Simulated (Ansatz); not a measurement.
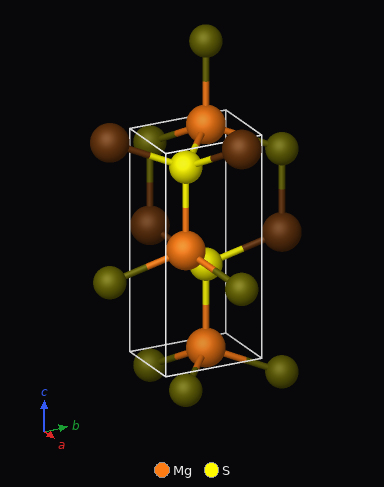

We look at a ball-and-stick model of the crystal slightly off an axis. The box is the conventional unit cell; atoms on or close to its faces, edges and corners are drawn wherever they repeat. Bonds that leave the box are completed with the atoms at their other ends, in fainter colours.

MgS, space group P6_3mc (No. 186), a = 4.03 Å, b = 4.03 Å, c = 6.71 Å, α = 90.00°, β = 90.00°, γ = 120.00°.

Computational set-up: DFT, r2SCAN, plane waves, PAW in Ansatz 0.2.0, plane-wave cutoff 500 eV, a 12×12×4 k-point grid, no spin polarisation.

**Metal or not?**

An insulator at this level, with a gap of 3.95 eV, direct.

**Under what pressure is the structure?**

The computed pressure is -2.1 GPa (stretched: it would shrink). The stress isn't hydrostatic: its largest component is 3.5 GPa.

The model was built from a structure type filled with these elements by a generator (whether the compound takes this form wasn't checked). The cell was then strained or its atoms displaced on purpose. It went into a calculation with Ansatz.
